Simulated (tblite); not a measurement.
# Single-point calculation, with input and output: MgI$_{2}$

System: MgI$_{2}$ (R3m, 3 atoms in the cell).
Method: GFN1-xTB tight binding on a periodic cluster of cells at the zone centre (tblite 0.8.0).

The structure was built on a prototype by a generator. The geometry comes from this level: r2scan-rvv10 (a point of a series of volumes). It belongs to a series of runs on one base structure; here: volume +12%.

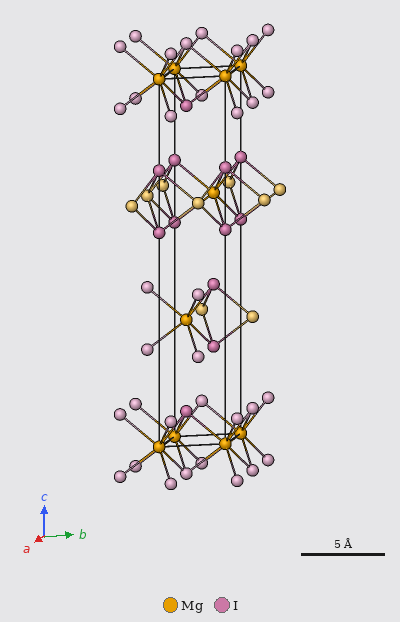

Fig. 1: The structure as given in the input (ball-and-stick view of the cell 3 times as large as that of the calculation, set on its symmetry axes, seen slightly off an axis; neighbours outside the cell are drawn fainter). Near neighbours in the crystal (not all of them lie inside the picture): Mg has 6 I at 3.09 Å; I has 3 Mg at 3.09 Å.

### The input
```python
import json
from ase import Atoms
from ase.build import make_supercell
from ase.units import Bohr, GPa, Hartree
from tblite.interface import Calculator

atoms = Atoms(['Mg', 'I', 'I'],
              cell=[[2.10553288, 1.21562998, 7.53474865], [-2.10553288, 1.21562998, 7.53474865], [0.0, -2.43125995, 7.53474865]],
              scaled_positions=[[-1.0038e-05, -1.0038e-05, -1.0038e-05], [0.417919485, 0.417919485, 0.417919485], [0.24875722, 0.24875722, 0.24875722]],
              pbc=True)
cluster = make_supercell(atoms, [[0, 3, -3], [3, -3, 0], [-1, -1, -1]])
calc = Calculator('GFN1-xTB', cluster.numbers, cluster.positions / Bohr, lattice=cluster.cell[:] / Bohr, periodic=cluster.pbc)
calc.set('temperature', 0.02 / Hartree)
calc.set('max-iter', 150)
res = calc.singlepoint()
levels = res.get('orbital-energies') * Hartree
nv = round(res.get('orbital-occupations').sum() / 2)
cells = len(cluster) // len(atoms)
out = {'energy_per_cell': res.get('energy') * Hartree / cells, 'homo': levels[nv - 1], 'lumo': levels[nv],
       'stress': (-res.get('virial') * Hartree / cluster.get_volume() / GPa).tolist(), 'charges': res.get('charges')[:len(atoms)].tolist(), 'electrons': 2 * nv / cells}
json.dump(out, open('results.json', 'w'))
for key, value in out.items():
    print(key, value)
```

Hardware: 1 thread of Arm Neoverse V1, 24 GiB of memory available, shared host.

Run as:
```bash
python run.py
```

### Output
```
------------------------------------------------------------
  cycle        total energy    energy error   density error
------------------------------------------------------------
      1     -232.7781546797  -2.3232038E+02   6.3344697E-01
      2     -234.7773639041  -1.9992092E+00   2.9005990E-01
      3     -235.4668264380  -6.8946253E-01   2.5871817E-01
      4     -236.1327255894  -6.6589915E-01   2.4454053E-02
      5     -236.1497015981  -1.6976009E-02   1.0682734E-03
      6     -236.1497355318  -3.3933736E-05   1.4646838E-04
      7     -236.1497338887   1.6431245E-06   2.7543579E-04
      8     -236.1497351501  -1.2614373E-06   1.7638166E-04
      9     -236.1497361131  -9.6293599E-07   1.7898334E-05
------------------------------------------------------------

 total:                                   3.173 sec
energy_per_cell -237.99857884908175
homo -10.096421797824634
lumo -8.380617695615268
stress [[0.07953934758780294, -7.787677338100032e-06, -3.4734226076225806e-07], [-7.787677338186341e-06, 0.07953029901100046, -3.135135721771696e-07], [-3.473422607092478e-07, -3.1351357209896335e-07, -3.4402620620331517]]
charges [0.26225241295346413, -0.13119070606470176, -0.13106157251738335]
electrons 16.0
```

### Summary

```tsv
quantity	value
outcome	converged
space group (tolerance 0.01 Å)	R3m (160)
electrons treated	16
total energy	−237.9986 eV
band gap	1.72 eV
pressure	−1.09 GPa
wall time	3.8 s
peak memory	0.14 GiB
```
